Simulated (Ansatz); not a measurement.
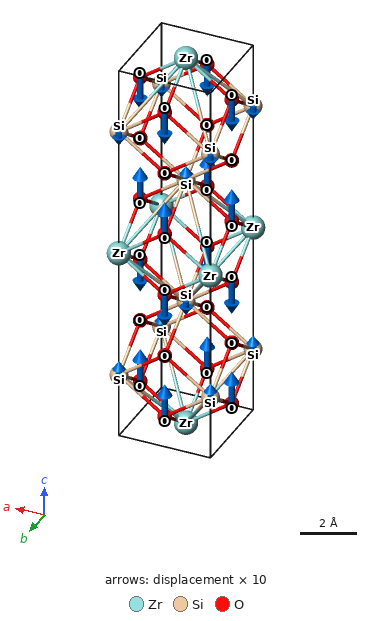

This is a relaxation of solid ZrSi2O6 (a generated structure, set up in I4/mmm) (coarse preliminary run). The starting structure is drawn; blue arrows show the displacements (the part carried along by the change of the cell is left out), magnified 10 times.

Style: ball-and-stick. Shown: the conventional cell (2 times the calculation's cell), from a free direction. Lengths and directions refer to the drawn axes.

All numbers below come from Ansatz, DFT PBE, scalar-relativistic, plane waves, PAW. Settings: plane-wave cutoff 420 eV; k-point mesh 6 × 6 × 6; occupations gaussian; smearing width 0.1 eV; no spin polarisation; cell and atoms relaxed; force threshold 0.04 eV/Å; at most 70 steps.

Q: Which element moves most?

A: Oxygen: up to 0.14 Å, against 0.06 Å for silicon.

Q: What happened in the run?

A: The largest moves relative to the cell, 0.14 Å, are those of O atoms. Largest moves by element: O 0.14 Å, Si 0.06 Å. Zr stays in place. The volume changes by −18.9 %, with a = b 3.633 → 3.373 Å (−7.2 %), c 15.412 → 14.506 Å (−5.9 %). Near-neighbour distances that change, for instance: Zr–Zr 3.633 → 3.373 Å, Si–Zr 3.633 → 3.437 Å, O–Si 2.224 → 2.031 Å, O–Zr 2.224 → 2.156 Å. Among the angles between lasting bonds that change: Zr–O–Zr 109.5° → 102.9°, Si–O–Si 109.5° → 112.3°. The space group stays I4/mmm (No. 139). After 6 accepted moves (8 points after the start) the energy has fallen by 279 meV per atom. The largest force component goes from 1.4 to 0.0017 eV/Å. The pressure goes from −27.72 to −0.03 GPa. The SCF was repeated twice at an unchanged geometry on a basis and grid sized afresh for the cell, which shifted the energy by 3.2 meV per atom at most.
